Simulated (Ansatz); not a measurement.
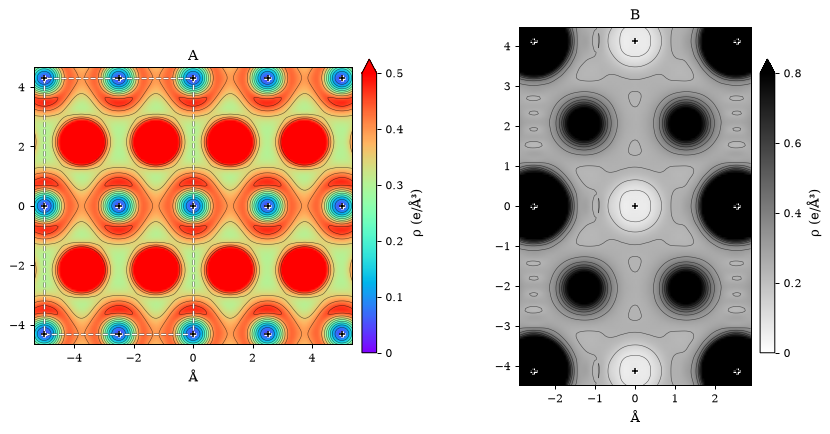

The valence charge density (pseudo) of 2 systems, each on a plane through atoms (crosses mark nuclei in the plane).

These are results of DFT LDA, scalar-relativistic, plane waves, PAW (Ansatz), not measurements.

System 1: AlCu$_{3}$, the (010) plane of the conventional cell. Space group P6₃/mmc; a structure from a database of computed crystals, not necessarily the ambient phase; computed without spin polarisation.

```
Al Cu
1.0
     5.08051    0.00000    0.00000
    -2.54025    4.39985    0.00000
     0.00000    0.00000    4.12978
Al Cu
2 6
Direct
  0.66667 0.33333 0.25000
  0.33333 0.66667 0.75000
  0.33036 0.16518 0.75000
  0.83482 0.16518 0.75000
  0.83482 0.66964 0.75000
  0.66964 0.83482 0.25000
  0.16518 0.83482 0.25000
  0.16518 0.33036 0.25000
```

System 2: Ta$_{2}$Si, the (110) plane of the conventional cell. Space group I4/mcm; a structure from a database of computed crystals, not necessarily the ambient phase.

```xyz
12
Lattice="6.0927 0.0000 0.0000 0.0000 6.0927 0.0000 0.0000 0.0000 5.0095" Properties=species:S:1:pos:R:3 pbc="T T T"
Ta    2.0535    0.9928    2.5048
Ta    5.0999    4.0392    0.0000
Ta    2.0535    5.0999    0.0000
Ta    5.0999    2.0535    2.5048
Ta    0.9928    2.0535    0.0000
Ta    4.0392    5.0999    2.5048
Ta    4.0392    0.9928    0.0000
Ta    0.9928    4.0392    2.5048
Si    0.0000    0.0000    1.2524
Si    3.0464    3.0464    3.7571
Si    0.0000    0.0000    3.7571
Si    3.0464    3.0464    1.2524
```

### Match each panel to its system.

Panel A is system 2, Ta$_{2}$Si: the plane holds Si. Si–Si (2.50 Å): ρ is about 0.4 e/Å³ halfway. Panel B is system 1, AlCu$_{3}$: the plane holds Al and Cu. Al–Cu (2.54 Å): ρ at the midpoint is about 0.29 e/Å³, with its minimum of 0.23 e/Å³ about 1.0 Å from Al.
